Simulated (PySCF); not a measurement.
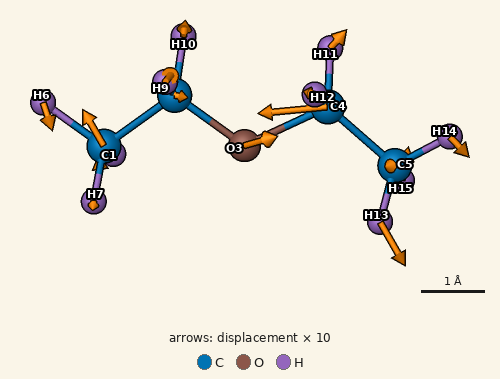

This is a relaxation of C$_{4}$H$_{10}$O. The starting structure is drawn; orange arrows show the displacements, magnified 10 times. The two geometries are superimposed by the best rigid fit.

A ball-and-stick model, seen at a tilt.

The start comes from MMFF94s. Its atoms were then displaced at random by about 0.03 Å.

The calculation used PySCF, PBE0-D3(BJ)/def2-SVP geometry optimisation, gas phase. 

### Which element moves most?

Carbon: up to 0.11 Å, against 0.08 Å for hydrogen.

### What happened in the run?

The atom that moves furthest after the best rigid fit is a C atom (0.11 Å). Largest moves by element: C 0.11 Å, H 0.08 Å, O 0.07 Å. Near-neighbour distances that change, for instance: C–O 1.566 → 1.398 Å, C–H 1.200 → 1.100 Å, C–H 1.035 → 1.100 Å, C–C 1.447 → 1.509 Å. Among the angles between lasting bonds that change: O–C–H 102.1° → 110.4°, C–C–H 117.1° → 110.4°, H–C–H 114.3° → 108.0°. After 7 geometry steps the energy has fallen by 0.912 eV.
